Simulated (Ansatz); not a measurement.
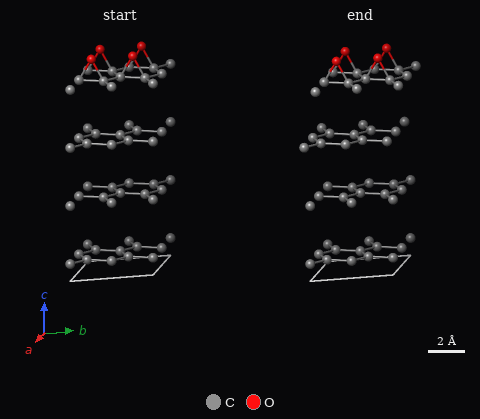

The structure of a slab of composition C$_{8}$O (cut from the P6_3/mmc phase) before (left) and after (right) a constrained relaxation, at one scale.

The picture is a ball-and-stick view of the 2 × 2 repeat of the cell, outlined in the plane, without the vacuum, seen slightly off an axis.

Case: O put at a bridge C-C site. The slab is the (0 0 1) face of C with O on it. 4 atoms are held fixed.

Computed with DFT PBE+D3(BJ), scalar-relativistic, plane waves, PAW (Ansatz).

Input
```yaml
crystal:
  lattice:
    - [2.464979667, 0.0, 0.0]
    - [-1.2324898335, 2.1347350114, 0.0]
    - [0.0, 0.0, 29.1076495408]
  atoms:
    - { symbol: C, position: [0.0, 0.0, 0.2920194646] }
    - { symbol: C, position: [0.6666666667, 0.3333333333, 0.2920194566] }
    - { symbol: C, position: [0.0, 0.0, 0.4077696707] }
    - { symbol: C, position: [0.3333333333, 0.6666666667, 0.4077696627] }
    - { symbol: C, position: [0.0, 0.0, 0.5235198769] }
    - { symbol: C, position: [0.6666666667, 0.3333333333, 0.5235198689] }
    - { symbol: C, position: [0.0, 0.0, 0.6392700831] }
    - { symbol: C, position: [0.3333333333, 0.6666666667, 0.6392700751] }
    - { symbol: O, position: [0.1666666667, 0.3333333333, 0.6818705685] }
basis:
  ecutwfc: 420
kpoints:
  mp_grid: { grid: [12, 12, 1] }
hamiltonian:
  xc: pbe
  dispersion: d3bj
scf:
  occupations: { method: gaussian, width: 0.1 }
output:
  forces: true
  eigenvalues: true
relax:
  adjacent_minimum: "off"
  f_tol: 0.03
  max_steps: 70
  constraints: [{ sites: [0, 1, 2, 3] }]
efield:
  axis: 3
  dipole_correction: true
  ramp_width: 0.04
```

Launched with:
```bash
ansatz run input.yaml --threads 2 --pin off --max-ram 5120MiB --backend cpu --events-out ev --progress --plain --runs-dir out
```

**Summarise the run.**

The largest moves, 0.35 Å, are those of C5 and C6. C5 goes within the plane. Largest moves by element: C 0.35 Å, O 0.31 Å. The cell stays as it was. Near-neighbour distances that change, for instance: C7–C8 1.423 → 1.407 Å, C7–C8 (another image) 1.423 → 1.431 Å. Over 7 geometry steps the energy falls by 14.6 meV per cell of the calculation. Largest force component: 1.1 eV/Å at the start, 0.022 eV/Å at the end.

Limits of the set-up: the periodic images lie only 2.5 Å apart, so the values are limited by the cell's size.
